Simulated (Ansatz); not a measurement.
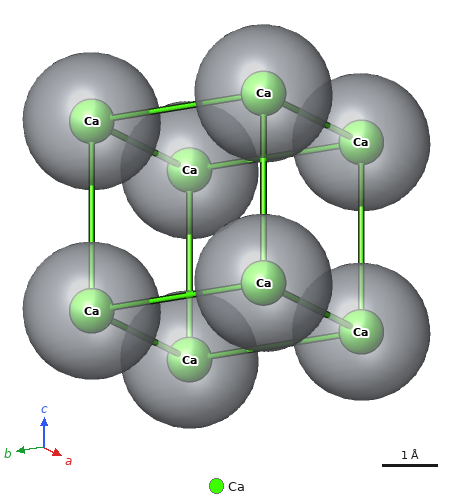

Figure. Ca. Isosurface of the valence electron density at 0.1 e/Å³ (grey), seen at an oblique angle. Sticks mark near contacts.

Space group Pm-3m; a structure from a database of computed crystals, not necessarily the ambient phase; changed on purpose from its base cell (strained and moved within the space group).

Method: Ansatz, DFT PBEsol, scalar-relativistic, plane waves, PAW.

The density is the valence pseudo-density of a PAW calculation; it isn't the true density close to the nuclei.

```yaml
crystal:
  lattice:
    - [3.62143, 0.00000, 0.00000]
    - [0.00000, 3.62143, 0.00000]
    - [0.00000, 0.00000, 3.62143]
  atoms:
    - { symbol: Ca, position: [0.00000, 0.00000, 0.00000] }
```

**Which contacts does the surface bridge?**

At this value the density breaks into separate islands; it holds about 80 % of the electrons treated as valence (semicore included). It bridges none of the near contacts. It is pinched off along the sampled Ca–Ca (3.62 Å) contacts. On the grid the lowest density along these lines, outside the cores, is 0.05 e/Å³ (Ca–Ca, 3.62 Å).

**Does the calculation make it a metal, or give it a gap?**

It is metallic or semimetallic at this level of theory: no gap opens.
